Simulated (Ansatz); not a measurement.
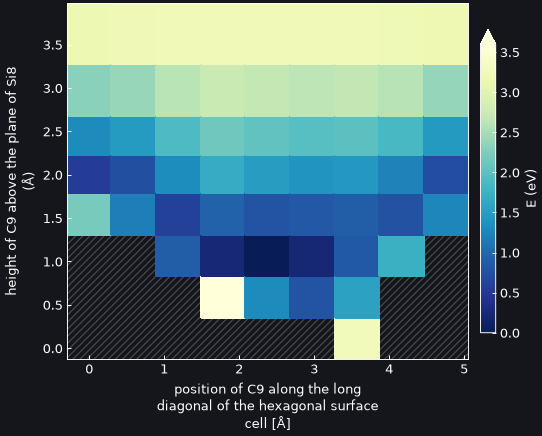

Energy landscape of C on a SiC(001) slab cut from the P6_3mc phase, its upper half relaxed before the scan (8 atoms of substrate and one adsorbate in a 1 × 1 cell). C is moved along a line over the surface and along the normal, above a rigid substrate. First axis: position of C9 along the long diagonal of the hexagonal surface cell, from above Si8. Second axis: height of C9 above the plane of Si8. Grid: 9 × 8 points. At 16 points there is no value (left out of the scan, as a rule where atoms come close). Points are written as (first, second). All energies are given in eV relative to the lowest grid point. Energies and slopes of some neighbouring points disagree (a jump in structure or state, or too coarse a mesh). These are results of DFT PBE, scalar-relativistic, plane waves, PAW (Ansatz 0.2.0), not measurements. Settings: cutoff 420 eV, k-mesh 9×9×1, gaussian smearing 0.05 eV, spin-polarised.

Drawn: one coloured cell a grid point, one colour for all values above the top of the scale, hatched blanks where no value was computed. 

Q: Summarise what can be read from the map.

A: The lowest grid point is at (2.38 Å, 1.07 Å) [nearest 1 C at 1.74 Å]. Other grid points that lie below all their neighbours: (0.00 Å, 2.03 Å) [nearest 1 Si at 2.03 Å] (0.54 eV higher). The highest grid point, (1.79 Å, 0.59 Å) [nearest 1 C at 1.16 Å], lies 3.60 eV above the lowest.

Grid values (eV):

```csv
"second ↓, first →",0.00,0.60,1.19,1.79,2.38,2.98,3.57,4.17,4.76
3.63,3.16,3.18,3.21,3.23,3.22,3.21,3.22,3.20,3.18
2.93,2.31,2.40,2.61,2.73,2.68,2.64,2.67,2.59,2.38
2.43,1.30,1.47,1.89,2.13,2.03,1.96,2.01,1.85,1.45
2.03,0.54,0.73,1.32,1.67,1.50,1.40,1.44,1.22,0.72
1.55,2.20,1.19,0.60,0.93,0.79,0.83,0.91,0.77,1.26
1.07,–,–,0.89,0.23,0.00,0.21,0.85,1.72,–
0.59,–,–,–,3.60,1.30,0.80,1.54,–,–
0.11,–,–,–,–,–,–,3.26,–,–
```

The whole map (56 points run) took 47 min on 1 thread of Intel(R) Xeon(R) Platinum 8488C (Sapphire Rapids) (shared host).

PAW datasets: the set soft_1.
